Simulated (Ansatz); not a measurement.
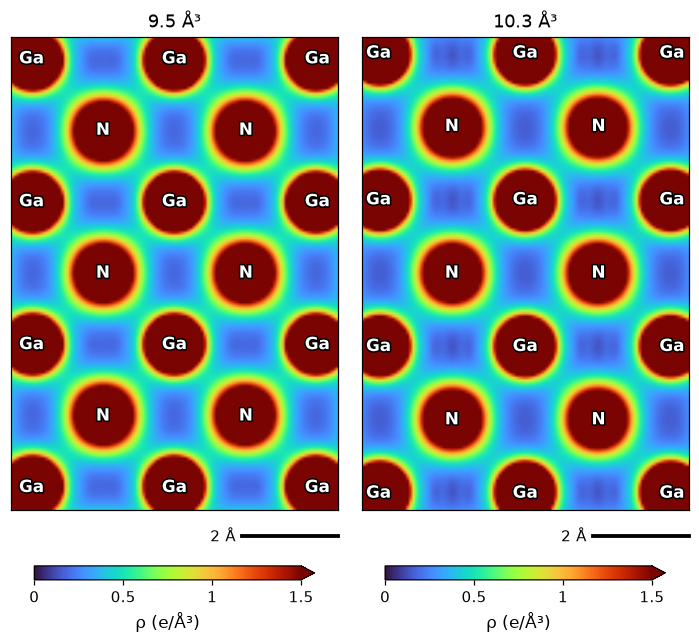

GaN. The valence pseudo-density of cells scaled evenly to different volumes (given per atom above each panel), on the (110) plane of each (indices in the axes of the cell below), at one length scale and on one colour scale.

A structure from a database of computed crystals, not necessarily the ambient phase.

Level of theory: Kohn-Sham DFT of a periodic cell, PBE0, Ansatz PAW (Ansatz 0.2.0).

In a PAW calculation such maps are meaningful between the atoms, not at the nuclei.

The largest cell:

```
Ga N
1.0
     0.00000    2.17711    2.17711
     2.17711    0.00000    2.17711
     2.17711    2.17711    0.00000
Ga N
1 1
Cartesian
  0.0000 0.0000 0.0000
  2.1771 2.1771 2.1771
```

| volume (Å³/atom) | Ga–N contact in the plane (Å) | ρ at its midpoint (e/Å³) | pressure (GPa) | gap on the mesh (eV) | 
| --- | --- | --- | --- | --- |
| 9.54 | 2.121 | 0.510 | −5.9 | 2.46 | 
| 9.93 | 2.149 | ? | ? | ? | 
| 10.32 | 2.177 | 0.458 | −20.7 | 1.88 | 

What values belong in the row with question marks?

Over the known rows ln ρ falls by 1.92 per Å of Ga–N distance (the line through the two), which gives 0.483 e/Å³ at 2.149 Å; the calculation gives 0.482 e/Å³. For the pressure, a straight line in volume between the neighbouring rows gives −13.3 GPa; the calculation gives −14.1, lower because pressure rises ever faster on compression. For the gap on the mesh, a straight line in volume between the neighbouring rows gives 2.17 eV; the calculation gives 2.16.
